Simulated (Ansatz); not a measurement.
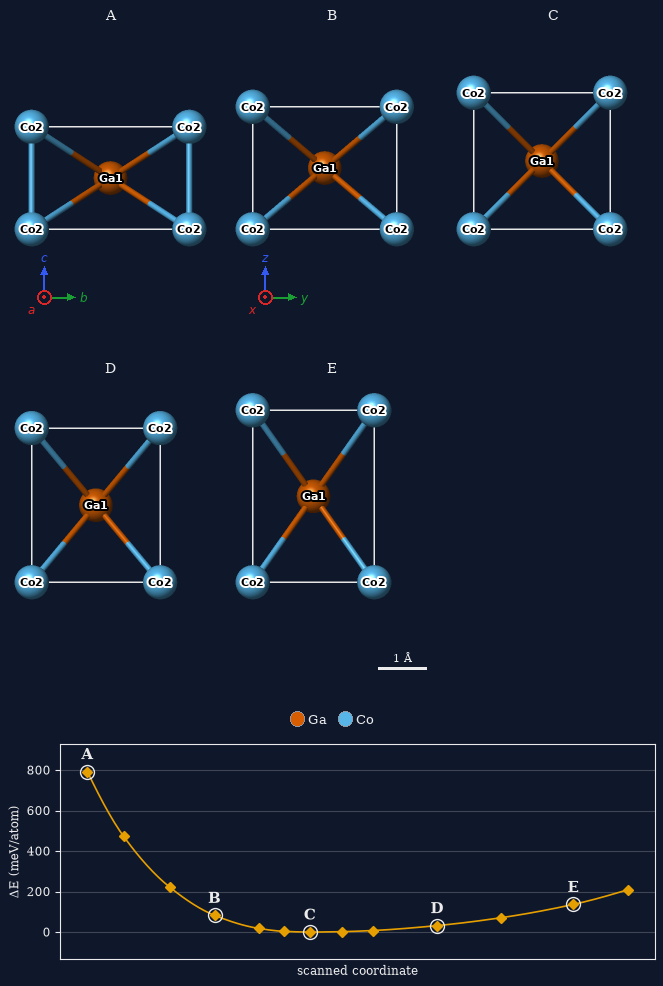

Frames of a one-coordinate scan of crystalline GaCo (Pm-3m). x, y and z are the Cartesian axes of the input. The picture is a ball-and-stick view of the cell of the calculation, seen along the a axis.

The calculation used DFT PBEsol, scalar-relativistic, plane waves, PAW (Ansatz 0.2.0). Set-up: plane-wave cutoff 420 eV; k-point mesh 18 × 18 × 18; occupations gaussian; smearing width 0.15 eV; no spin polarisation. Energies (free energies at the smearing named) are counted from the cell as listed in its source, which wasn't relaxed.

Q: What is being scanned?

A: The ratio of the cell's length along z to its lengths across, counted as 1 for the reference, is changed at fixed volume (a tetragonal or Bain path), with the atoms kept at their fractional coordinates. In the frames the relative ratio is 0.65 (A), 0.85 (B), 1.00 (C), 1.20 (D), 1.414 (E). The lowest computed point lies at the relative ratio 1.00 (0 meV/atom). The unrelaxed reference is under a pressure of −8.1 GPa. The distortion takes the space group from Pm-3m to P4/mmm. At the relative ratio 1.50 the cell of the drawing goes a 2.883 → 2.519 Å, b 2.883 → 2.519 Å, c 2.883 → 3.778 Å.

Limits of the set-up: an element that often carries a moment was run without spin polarisation.
